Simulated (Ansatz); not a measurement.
Consider KI$_{6}$.

```
K I
1.0
     9.04774    0.00000    0.00000
    -4.52387    7.83557    0.00000
     0.00000    0.00000    4.85053
K I
1 6
Cartesian
  0.0000 0.0000 2.4253
  6.2179 1.6338 0.0000
  4.5239 4.5680 0.0000
  2.8298 1.6338 0.0000
  -1.6941 6.2018 0.0000
  0.0000 3.2676 0.0000
  1.6941 6.2018 0.0000
```

Space group P6/mmm; a structure generated by program, which may or may not match a known phase; computed without spin polarisation.

Method: DFT PBE, scalar-relativistic, plane waves, PAW in Ansatz.

Predict the valence pseudo-density and electron localisation function between the atoms.

K–I (4.07 Å): ρ is about 0.03 e/Å³ halfway, with its minimum of 0.02 e/Å³ about 1.7 Å from K; the ELF peaks at about 0.80 in the valence shell of I, 1.3 Å from its nucleus, and drops to about 0 between the two atoms: no shared electron pair shows on this line.

Metal or insulator at this level of theory?

It is gapless in this calculation (a metal or semimetal).

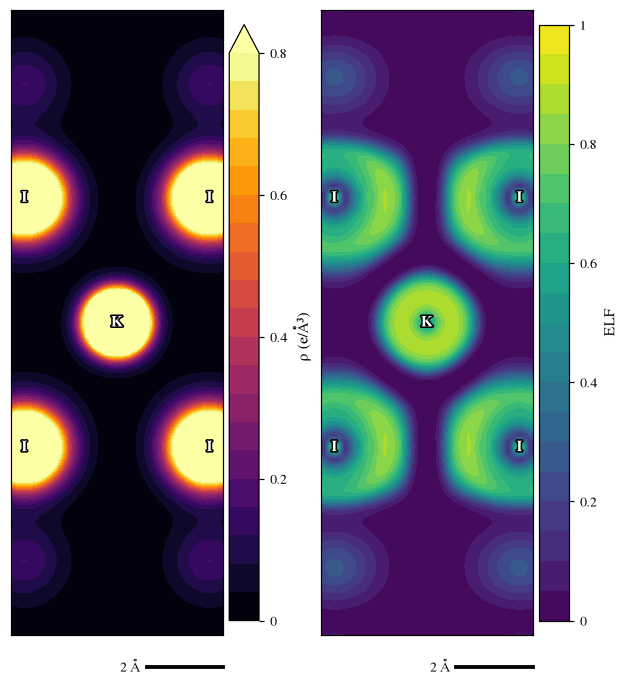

Computed valence pseudo-density and electron localisation function on the (110) plane of the conventional cell, in this order. 
